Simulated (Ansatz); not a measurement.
MgO (slab)

```yaml
crystal:
  lattice:
    - [6.01585, 0.00000, 0.00000]
    - [0.00000, 6.01585, 0.00000]
    - [0.00000, 0.00000, 22.27909]
  atoms:
    - { symbol: Mg, position: [0.25000, 0.25000, 0.17954] }
    - { symbol: Mg, position: [0.25000, 0.75000, 0.17954] }
    - { symbol: Mg, position: [0.75000, 0.25000, 0.17954] }
    - { symbol: Mg, position: [0.75000, 0.75000, 0.17954] }
    - { symbol: O, position: [0.00000, 0.00000, 0.17954] }
    - { symbol: O, position: [0.00000, 0.50000, 0.17954] }
    - { symbol: O, position: [0.50000, 0.00000, 0.17954] }
    - { symbol: O, position: [0.50000, 0.50000, 0.17954] }
    - { symbol: Mg, position: [0.00000, 0.00000, 0.27524] }
    - { symbol: Mg, position: [0.00000, 0.50000, 0.27524] }
    - { symbol: Mg, position: [0.50000, 0.00000, 0.27524] }
    - { symbol: Mg, position: [0.50000, 0.50000, 0.27524] }
    - { symbol: O, position: [0.25000, 0.25000, 0.27480] }
    - { symbol: O, position: [0.25000, 0.75000, 0.27480] }
    - { symbol: O, position: [0.75000, 0.25000, 0.27480] }
    - { symbol: O, position: [0.75000, 0.75000, 0.27480] }
    - { symbol: Mg, position: [0.25000, 0.25000, 0.36942] }
    - { symbol: Mg, position: [0.25000, 0.75000, 0.36942] }
    - { symbol: Mg, position: [0.75000, 0.25000, 0.36942] }
    - { symbol: Mg, position: [0.75000, 0.75000, 0.36942] }
    - { symbol: O, position: [0.00000, 0.00000, 0.37161] }
    - { symbol: O, position: [0.00000, 0.50000, 0.37161] }
    - { symbol: O, position: [0.50000, 0.00000, 0.37161] }
    - { symbol: O, position: [0.50000, 0.50000, 0.37161] }
```

Not relaxed (largest force 0.4 eV/Å).

Computed with DFT PBE, scalar-relativistic, plane waves, PAW in Ansatz 0.2.0.

In a PAW calculation such maps are meaningful between the atoms, not at the nuclei.

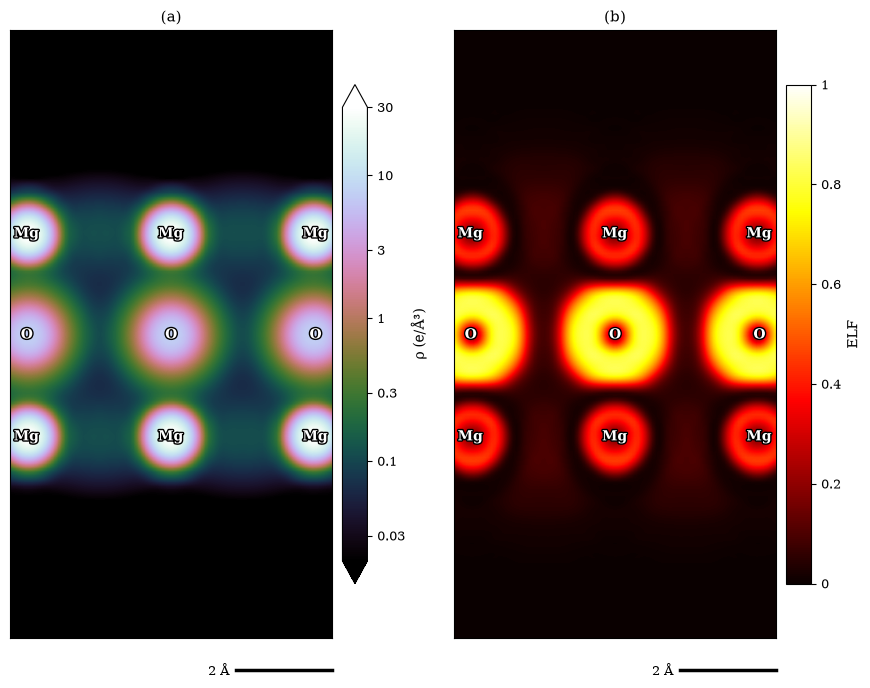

Figure 1. (a) valence pseudo-density; (b) electron localisation function on the (100) plane of the calculation cell, a cut from vacuum to vacuum.

Question: What do the fields say about this system?

Answer: Atoms in the plane: Mg and O.
Mg–O (2.11 Å): ρ at the midpoint is about 0.33 e/Å³; the ELF peaks at about 0.85 in the valence shell of O, 0.7 Å from its nucleus, and is about 0.35 at the midpoint; a largely ionic contact.
The density dies away to nearly zero in the vacuum.

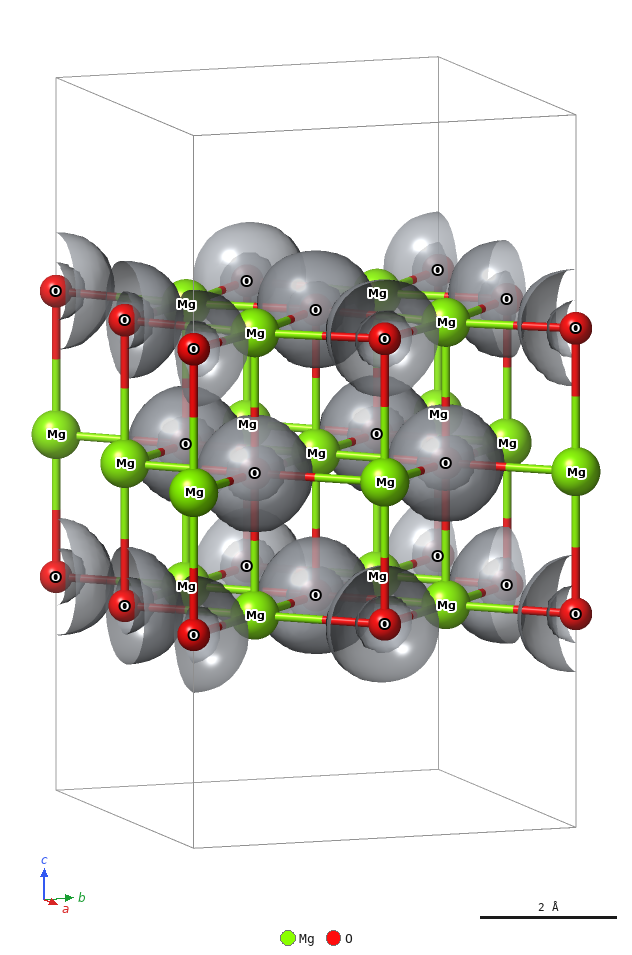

Figure 2. Isosurface of the ELF at 0.75 (grey), seen slightly off an axis. Core shells and regions of very low density are left out. Sticks mark near contacts.

Question: Where are the electrons localised?

Answer: At this value the surface marks out twelve regions wrapped around O (the valence shell of each), counted in one cell of 24 atoms. Counts are for one cell; the picture repeats the cell along the surface.

Question: Does the calculation make it a metal, or give it a gap?

Answer: It is gapped, with a Kohn–Sham gap of 3.3 eV on the k-point mesh, an upper bound to the gap of this method.
